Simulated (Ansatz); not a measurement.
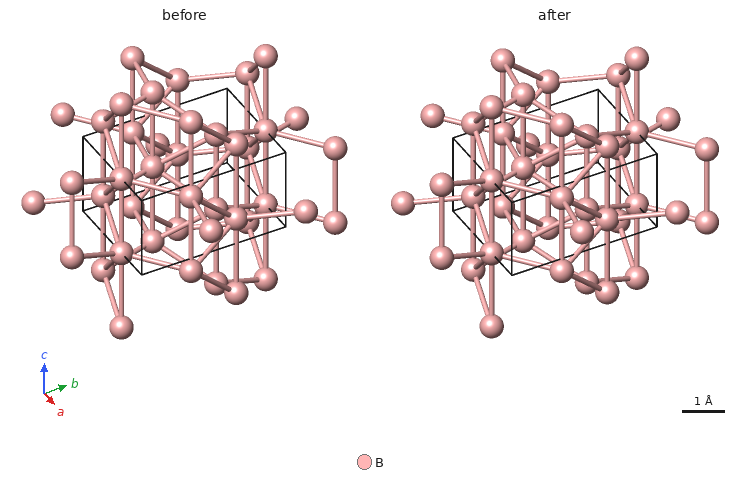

The structure of a crystal of B (a generated structure, set up in P6_122) before (left) and after (right) a relaxation, at one scale.

Style: ball-and-stick. Shown: the cell of the calculation, slightly off an axis.

Theory: DFT PBE, scalar-relativistic, plane waves, PAW in Ansatz. Set-up: plane-wave cutoff 420 eV; k-point mesh 12 × 12 × 20; occupations gaussian; smearing width 0.1 eV; no spin polarisation; cell and atoms relaxed; force threshold 0.01 eV/Å; at most 80 steps.

Describe what moved and what it gained.

The energy falls by 33.7 meV per cell of the calculation in 4 accepted moves (6 points after the start). Largest force component: 0.053 eV/Å at the start, under 0.0001 eV/Å at the end. The pressure goes from −0.70 to 0.00 GPa. The SCF was repeated twice at an unchanged geometry on a basis and grid sized afresh for the cell, which shifted the energy by 0.1 meV per cell of the calculation at most. The atoms keep their places relative to the cell (all moves are under 0.005 Å). The volume changes by −0.6 %, with a = b 5.042 → 5.073 Å (+0.6 %), c 1.895 → 1.860 Å (−1.8 %). Some distances before and after: B–B 1.895 → 1.860 Å, B–B 1.758 → 1.771 Å, B–B 1.845 → 1.839 Å. The space group stays P6_122 (No. 178).
